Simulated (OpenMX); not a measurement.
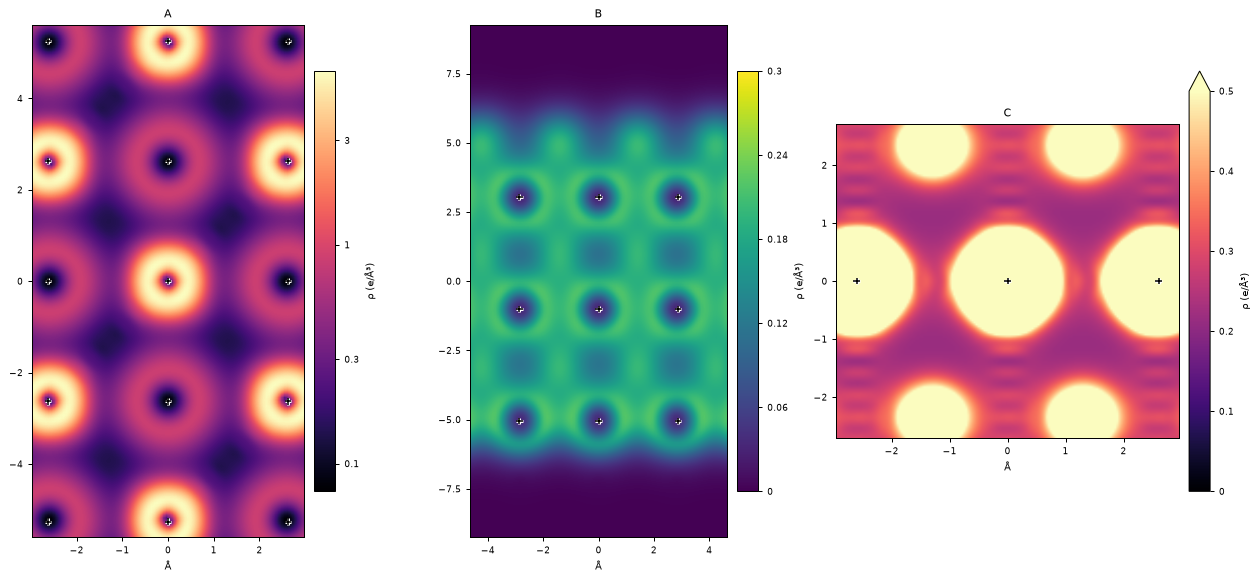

The valence charge density (pseudo) of 3 systems, each on a plane through atoms (crosses mark nuclei in the plane).

Computed with OpenMX, Kohn-Sham DFT of a periodic cell, PBE, OpenMX 2013 PBE set.

System 1: MoSe, the (100) plane of the conventional cell. Space group Fm-3m; a generated structure, not necessarily the stable one.

```
CELL_PARAMETERS angstrom
5.25994 -0.00043 -0.00044
-0.00042 5.25995 -0.00042
-0.00044 -0.00043 5.25994
ATOMIC_POSITIONS crystal
Mo 0.00000 0.00000 0.00000
Mo 0.50000 0.50000 0.00000
Mo 0.50000 0.00000 0.50000
Mo 0.00000 0.50000 0.50000
Se 0.50000 0.00000 0.00000
Se 0.00000 0.50000 0.00000
Se 0.00000 0.00000 0.50000
Se 0.50000 0.50000 0.50000
```

System 2: V, the (100) plane of the conventional cell. Space group P6₃/mmc; a structure from a database of computed crystals, not necessarily the ambient phase.

System 3: Al (slab), the (100) plane of the calculation cell, a cut from vacuum to vacuum. 

```
CELL_PARAMETERS angstrom
2.86234 0.00000 0.00000
0.00000 2.86234 0.00000
0.00000 0.00000 25.11990
ATOMIC_POSITIONS crystal
Al 0.50000 0.50000 0.29857
Al 0.00000 0.00000 0.37914
Al 0.50000 0.50000 0.45971
Al 0.00000 0.00000 0.54029
Al 0.50000 0.50000 0.62086
Al 0.00000 0.00000 0.70143
```

Match each panel to its system.

Panel A is system 1, MoSe: the plane holds Mo and Se. Mo–Se (2.63 Å): the density is about 0.36 e/Å³ at the midpoint. Panel B is system 3, Al: the plane holds Al. Al–Al (2.86 Å): the density is about 0.2 e/Å³ at the midpoint. Panel C is system 2, V: the plane holds V. V–V (2.60 Å): the density is about 0.3 e/Å³ at the midpoint.
